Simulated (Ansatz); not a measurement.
Structure data:

```
Al Ni
1.0
     5.61504    0.00000    0.00000
     0.00000    5.61504    0.00000
     0.00000    0.00000    5.61504
Al Ni
4 12
Direct
  0.50000 0.00000 0.00000
  0.50000 0.50000 0.50000
  0.00000 0.00000 0.50000
  0.00000 0.50000 0.00000
  0.25000 0.75000 0.75000
  0.00000 0.00000 0.00000
  0.25000 0.25000 0.75000
  0.25000 0.25000 0.25000
  0.00000 0.50000 0.50000
  0.25000 0.75000 0.25000
  0.75000 0.75000 0.25000
  0.50000 0.00000 0.50000
  0.75000 0.25000 0.25000
  0.75000 0.25000 0.75000
  0.50000 0.50000 0.00000
  0.75000 0.75000 0.75000
```

What does this file describe?

Answer. Formula: AlNi₃. The structure has Fm-3m (No. 225) symmetry and a face-centred cubic lattice. In terms of structure types, this is D0₃ (BiF₃ or Fe₃Al type). Cell content 4 Al, 12 Ni; Z = 4. Around each Al lie eight Ni in a cubic arrangement at 2.43 Å. Ni takes two kinds of site: 8c with four Al and four Ni in a cubic arrangement (2.43 Å to Al, 2.43 Å to Ni); 4a with eight Ni in a cubic arrangement at 2.43 Å. The bonds build a three-dimensional framework.

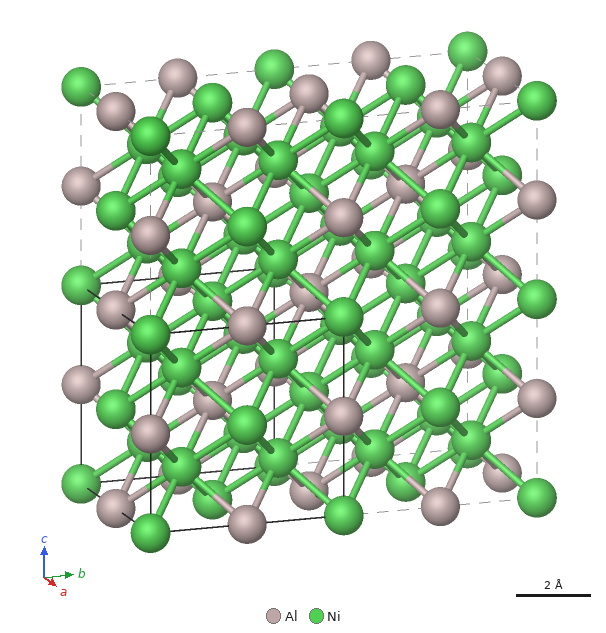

The figure gives a ball-and-stick picture of the atoms, viewed slightly off an axis. Shown are 1×2×2 repeats of the conventional unit cell, one of them outlined in solid lines. Colours: aluminium light grey, nickel green.

Its origin is a structure listed in the Materials Project. The cell was then strained or its atoms displaced on purpose. It went into a calculation with Ansatz.

At this level of theory the cell isn't at rest (compressed, at 6 GPa), so its distances can differ from those at equilibrium, the more so the softer the solid.
